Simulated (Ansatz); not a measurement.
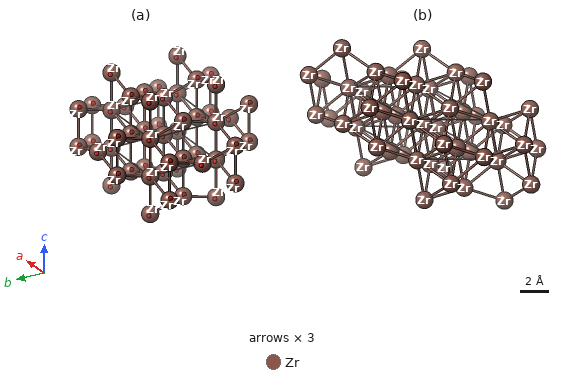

The structure of crystalline Zr (a generated structure, set up in I4_1/amd) before (left) and after (right) a relaxation, at one scale. The red arrows give the displacements (the part carried along by the change of the cell is left out), magnified 3 times.

A ball-and-stick model of the conventional cell (2 times the calculation's cell), seen from a free direction. Lengths and directions refer to the drawn axes.

Phase: beta-Sn type.

Theory: Ansatz, DFT, PBE, plane waves (420 eV) with PAW, scalar-relativistic. Settings: plane-wave cutoff 420 eV; k-point mesh 12 × 12 × 8; occupations fermi dirac; smearing width 0.1 eV; no spin polarisation; cell and atoms relaxed; force threshold 0.01 eV/Å; at most 60 steps.

Q: What changed between the two?

A: Over 19 accepted moves (21 points after the start) the energy falls by 484 meV per atom. The largest force component goes from 0.0014 to 0.00021 eV/Å. Pressure: −2.59 GPa at the start and 0.01 GPa at the end. The SCF was repeated twice at an unchanged geometry on a basis and grid sized afresh for the cell, which shifted the energy by 31.7 meV per atom at most. The largest moves relative to the cell, 0.23 Å, are those of Zr atoms. The volume changes by −4.3 %, with a = b 5.637 → 6.101 Å (+8.2 %), c 3.078 → 3.230 Å (+5.0 %), α 90.0° → 74.7°, β 90.0° → 74.7°, γ 90.0° → 54.6°. Near-neighbour distances that change, for instance: Zr–Zr 4.272 → 3.232 Å, Zr–Zr 3.643 → 3.192 Å, Zr–Zr 2.921 → 3.189 Å, Zr–Zr 3.078 → 3.230 Å. New bonds form: Zr–Zr (4.27 → 3.23 Å). Among the angles between lasting bonds that change: Zr–Zr–Zr 94.0° → 146.0°, Zr–Zr–Zr 94.0° → 60.9°, Zr–Zr–Zr 105.3° → 90.0°. The space group (tolerance 0.01 Å) goes from I4_1/amd (No. 141) to P6_3/mmc (No. 194). The run took 6.9 min on 1 thread of Intel(R) Xeon(R) Platinum 8259CL CPU @ 2.50GHz (Skylake/Cascade Lake) (shared host), peak memory 0.73 GiB.
